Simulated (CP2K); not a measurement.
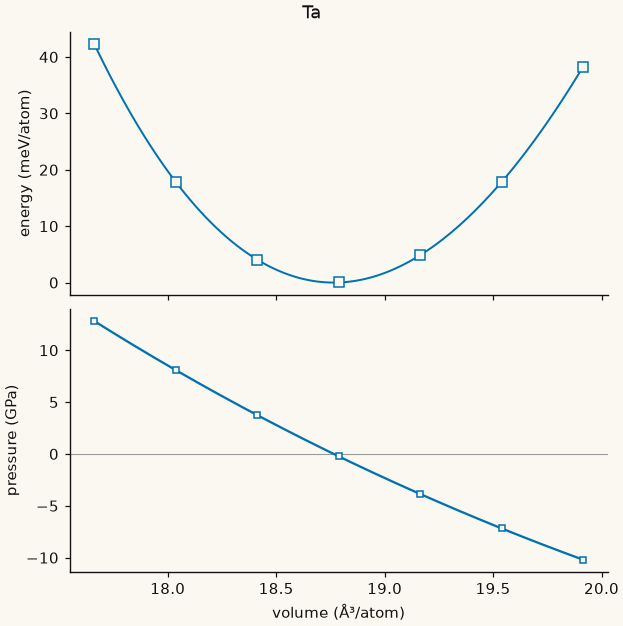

The plot gives the computed energy and pressure against volume for Ta, space group Fm-3m (No. 225).

Structure:
```cif
data_structure
_symmetry_space_group_name_H-M 'P 1'
_symmetry_Int_Tables_number 1
_cell_length_a 2.9840
_cell_length_b 2.9840
_cell_length_c 2.9840
_cell_angle_alpha 60.000
_cell_angle_beta 60.000
_cell_angle_gamma 60.000
_cell_volume 18.79
loop_
_atom_site_label
_atom_site_type_symbol
_atom_site_fract_x
_atom_site_fract_y
_atom_site_fract_z
_atom_site_occupancy
Ta1 Ta 0.00000 0.00000 0.00000 1
```

How it was computed, with CP2K 2026.2: DFT in Gaussian orbitals with a plane-wave density, no spin polarisation; energies at scaled volumes of the given cell, shape and fractions fixed, counted from the fit's minimum, third-order Birch-Murnaghan fit. Level: PBE.

```tsv
setting	value
k mesh	11×11×11
occupations	Fermi–Dirac
smearing width	0.05 eV
potentials	GTH PBE with UZH TZVP basis
density cutoff	6123 eV
program settings	ngrids 5, basis sets Ta TZVP-MOLOPT-PBE-GTH-q13, cutoff ry 450 Ry, rel cutoff ry 60 Ry
```

### Give the fitted equation-of-state parameters.

A third-order Birch–Murnaghan fit gives V0 = 18.77 Å³/atom, B0 = 190 GPa and B′ = 3.5.

### How does the pressure vary with volume?

It falls from 12.82 GPa at volume 17.66 Å³/atom to −10.20 GPa at 19.92 Å³/atom, and changes sign near 18.77 Å³/atom.
